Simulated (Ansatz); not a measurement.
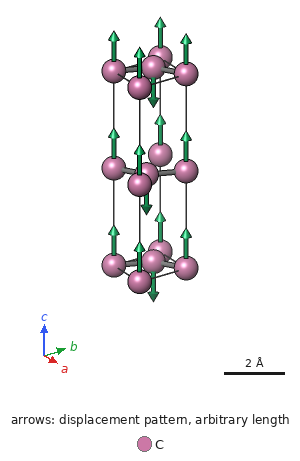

One vibrational mode of a crystal of C at the zone centre. Displacements are drawn as green arrows; their common scale and sign are arbitrary. The picture is a ball-and-stick view of the cell of the calculation, seen slightly off an axis.

The calculation used Ansatz 0.2.0, DFT PBE+D3(BJ), scalar-relativistic, plane waves, PAW. (plane-wave cutoff 420 eV; k-point mesh 18 × 18 × 6; occupations fermi dirac; smearing width 0.15 eV; no spin polarisation)

The frequencies depend somewhat on the k-mesh and the smearing.

Give the symmetry, activity and frequency of this mode.

Answer. This is the A₂u mode at 871 cm⁻¹, optical level 4 of 6, counted from below, infrared-active by symmetry. The C (2b) sublattice moves against the C (2d) sublattice, along c; the C–C bond lengths don't change to first order, so for these it is a bending, tilting or sliding motion. The crystal is a metal, so free carriers screen the infrared response.
